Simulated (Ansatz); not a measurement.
## Electronic structure of Si (cell charge +2, with a compensating background) (cell with a defect) in real space

```
CELL_PARAMETERS angstrom
-5.43383 5.43383 5.43383
5.43383 -5.43383 5.43383
5.43383 5.43383 -5.43383
ATOMIC_POSITIONS crystal
Si 0.25000 0.74549 0.74745
Si 0.25000 0.00000 0.50000
Si 0.49549 0.24745 0.00000
Si 0.25000 0.24745 0.24549
Si 0.49549 0.50000 0.74745
Si 0.50255 0.75255 0.49805
Si 0.75000 0.00000 0.00000
Si 0.50255 0.99805 0.25255
Si 0.75195 0.25451 0.75451
Si 0.75000 0.50000 0.50000
Si 0.99745 0.74549 0.00000
Si 0.74805 0.75255 0.25255
Si 0.00451 0.00195 0.75451
Si 0.00451 0.25451 0.50195
Si 0.99745 0.50000 0.24549
Si 0.99453 0.24453 0.74453
Si 0.00010 0.50000 0.49854
Si 0.99844 0.74990 0.24990
Si 0.25000 0.99854 0.75010
Si 0.00010 0.99854 0.00000
Si 0.25000 0.25010 0.49854
Si 0.25000 0.50000 0.25547
Si 0.49990 0.74990 0.74844
Si 0.25000 0.75547 0.00000
Si 0.50156 0.00146 0.50146
Si 0.49990 0.24844 0.24990
Si 0.74854 0.50000 0.75010
Si 0.50547 0.50000 0.00000
Si 0.75146 0.75156 0.50146
Si 0.75146 0.00146 0.25156
Si 0.74854 0.25010 0.00000
```

The program warned that a starting moment wasn't kept; spin-polarised, but the moments vanished.

These are results of DFT PBEsol, scalar-relativistic, plane waves, PAW in Ansatz 0.2.0, not measurements.

Core electrons are frozen (PAW), and the valence fields are smoothed inside the atomic spheres.

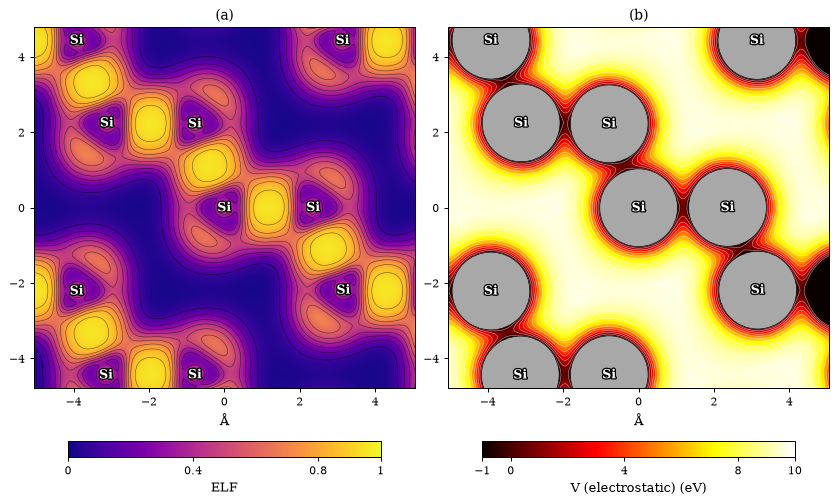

Figure 1. (a) ELF; (b) electrostatic potential (local pseudopotential plus Hartree) felt by an electron on the (010) plane of the calculation cell. Grey discs cover the atomic cores in the potential map.

### What do the fields say about this system?

The section cuts through Si sites. Si–Si (2.34 Å): the ELF peaks at about 0.95 between the atoms (a covalent bond). Outside the cores the potential energy rises away from the atoms and is highest about 2.2 Å from the nearest atoms; its zero is arbitrary.

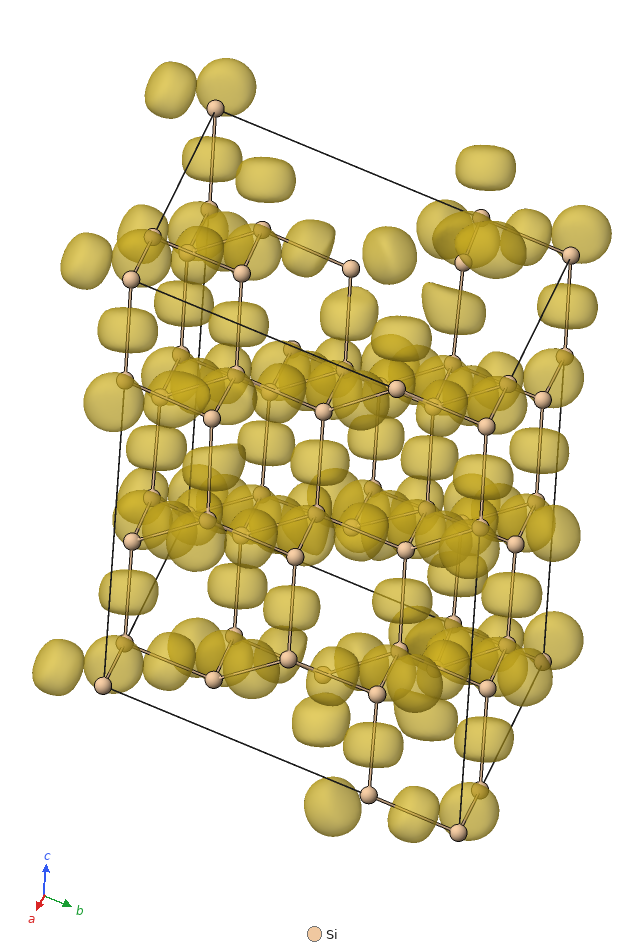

Figure 2. Isosurface of the ELF at 0.8 (yellow), seen at an oblique angle. Only the valence region is drawn (cores and ρ < 0.01 e/Å³ removed). Sticks mark near contacts.

### Describe the localisation domains.

The ELF exceeds this value in 60 regions between bonded Si–Si atoms (shared pairs), counted in one cell of 31 atoms. Any copies at cell faces, edges or corners count once.
